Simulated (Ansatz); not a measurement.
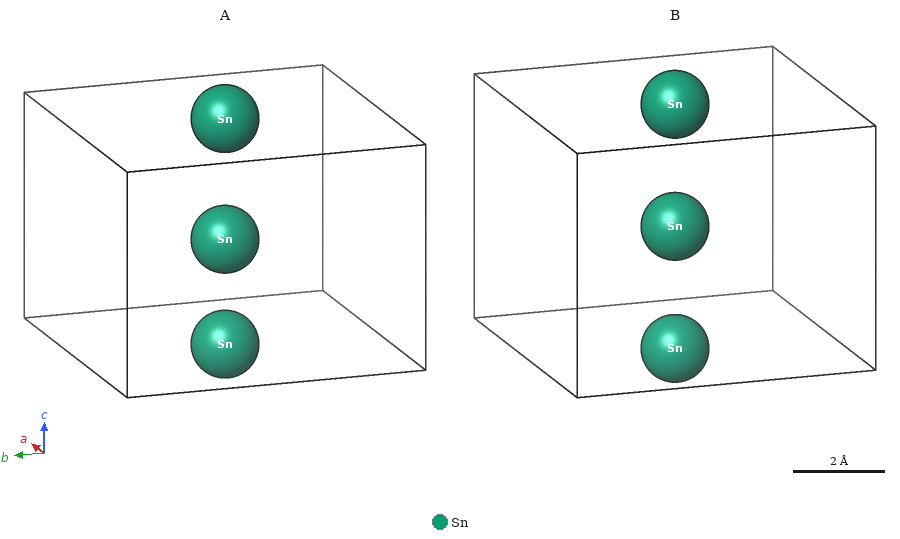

Two geometries of a wire of composition Sn, drawn at one scale. One is the start of a relaxation, the other its converged end. The picture is a spheres-only view of the cell of the calculation, with the vacuum cut short, seen from a free direction.

Theory: DFT PBE, scalar-relativistic, plane waves, PAW (Ansatz 0.2.0). Settings: plane-wave cutoff 420 eV; k-point mesh 1 × 1 × 13; occupations gaussian; smearing width 0.05 eV; collinear spin; cell relaxed at fixed a, b, alpha, beta, gamma; force threshold 0.01 eV/Å; at most 45 steps.

Q: Which one is relaxed?

A: Structure B is the relaxed one. Case: dimerised chain of atoms. The largest moves relative to the layer's centre, 0.098 Å, are those of Sn atoms. Along the periodic axis the drawn cell goes c 5.187 → 5.614 Å (+8.2 %). Among the contacts that change: Sn–Sn 2.412 → 2.807 Å, Sn–Sn 2.775 → 2.807 Å. Over 8 accepted moves (10 points after the start) the energy falls by 0.444 eV per cell of the calculation. Largest force component: 3.4 eV/Å at the start, 0.00032 eV/Å at the end. The line search rejected the trial step at point 8 of the run. At 1 point the geometry stayed and the basis and grid were re-selected for the new cell (energy shift of 1.0 meV per cell of the calculation at most each time). The run took 5.4 min on 2 threads of Intel(R) Xeon(R) Processor @ 2.50GHz (Skylake/Cascade Lake), with other jobs on the host, peak memory 0.7 GiB.

Limits of the set-up: the k-point mesh is coarse for a cell with partly filled bands.
